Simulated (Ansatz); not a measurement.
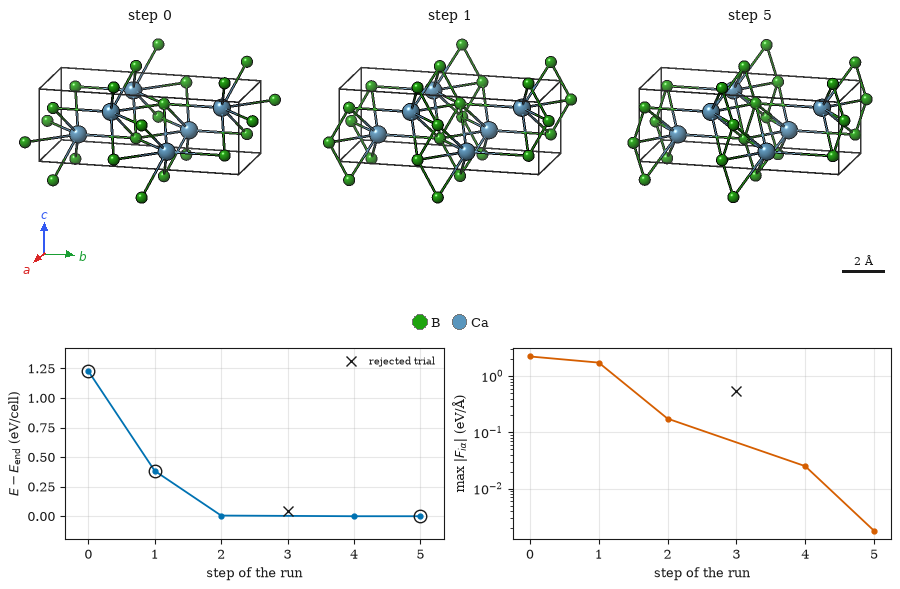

Frames of a relaxation of solid CaB (a generated structure, set up in Cmcm), marked on the history of the run. Style: ball-and-stick. Shown: the conventional cell (2 times the calculation's cell), slightly off an axis. Lengths and directions refer to the drawn axes.

The start is a swapped structure.

Theory: DFT, PAW plane waves, PBE (Ansatz 0.2.0).

The input:
```yaml
crystal:
  lattice:
    - [-3.628705, 0.0, 0.0]
    - [0.0, -4.259784, 0.0]
    - [0.0, 2.129892, 5.009191]
  atoms:
    - { symbol: B, position: [0.75, 0.07, 0.14] }
    - { symbol: B, position: [0.25, 0.93, 0.86] }
    - { symbol: Ca, position: [0.75, 0.36, 0.72] }
    - { symbol: Ca, position: [0.25, 0.64, 0.28] }
  symmetry: { tolerance: 0.0003 }
kpoints:
  mp_grid: { grid: [7, 6, 6], shift: [0, 0, 0] }
magnetization:
  spin_polarized: false
scf:
  occupations: { method: fermi_dirac }
  lower_state_search: "off"
hamiltonian:
  pseudopotentials: { kind: paw }
  xc: pbe
basis:
  ecutwfc: 420
  fft_grid_basis: typed
relax:
  max_steps: 60
output:
  forces: true
  stress: true
  eigenvalues: true
  bader: true
  populations: true
  elf: true
  write_potential: true
  volumetric_format: npy
  dos:
    e_range: [-12, 8]
    de: 0.05
    projected: { site_lists: { B: [B], Ca: [Ca] } }
checkpoint:
  read: saved_state
```

Launched with:
```bash
ansatz run input.yaml --threads 2 --pin off --max-ram 2560MiB --backend cpu --events-out ev --progress --plain --runs-dir out
```

### Describe the path.

The largest moves, 0.42 Å, are those of B1 and B2. B2 goes along +b. Largest moves by element: B 0.42 Å, Ca 0.01 Å. The cell doesn't change. Among the contacts that change: B1–Ca3 2.905 → 3.332 Å, B1–B2 2.293 → 1.902 Å, B1–Ca3 (another image) 2.994 → 2.711 Å, B1–Ca4 2.884 → 3.009 Å. Bond angles that change, for instance: B2–Ca3–B2 151.9° → 136.9°, Ca4–B1–Ca4 151.9° → 136.9°, B1–Ca3–B1 90.7° → 103.5°. The space group stays Cmcm (No. 63). Over 4 accepted moves (5 points after the start) the energy falls by 1.229 eV per cell of the calculation. The largest force component goes from 2.2 to 0.0018 eV/Å. The line search rejected the trial step at point 3 of the run. From step 0 to 1: B atoms move most (0.20 Å), energy −0.845 eV per cell of the calculation. From step 1 to 5: B atoms move most (0.22 Å), energy −0.384 eV per cell of the calculation.
